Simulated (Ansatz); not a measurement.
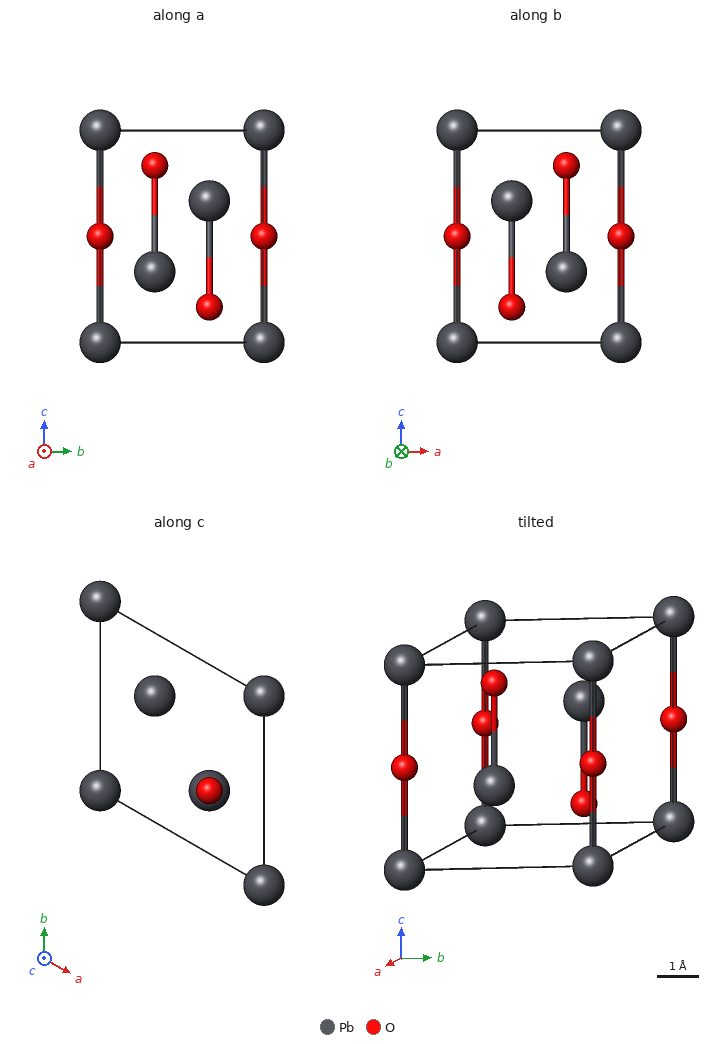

The structure above is drawn in ball-and-stick style and viewed along the a axis, along the b axis, along the c axis and slightly off an axis. Thin lines show the conventional unit cell, with boundary atoms drawn in all their periodic places.

Lattice parameters: a = 4.658 Å, b = 4.658 Å, c = 5.226 Å, α = 90.00°, β = 90.00°, γ = 120.00°.

Q: From the views, write a table of Wyckoff sites.

A: Space group R-3m:H (No. 166).
```json
{"atom": "Pb", "site": "3a", "x": "0.0000", "y": "0.0000", "z": "0.0000"}
{"atom": "O", "site": "3b", "x": "0.0000", "y": "0.0000", "z": "0.5000"}
```

Provenance: a structure type filled with these elements by a generator (whether the compound takes this form wasn't checked). The cell was then strained or its atoms displaced on purpose. It was the input of a calculation with Ansatz.
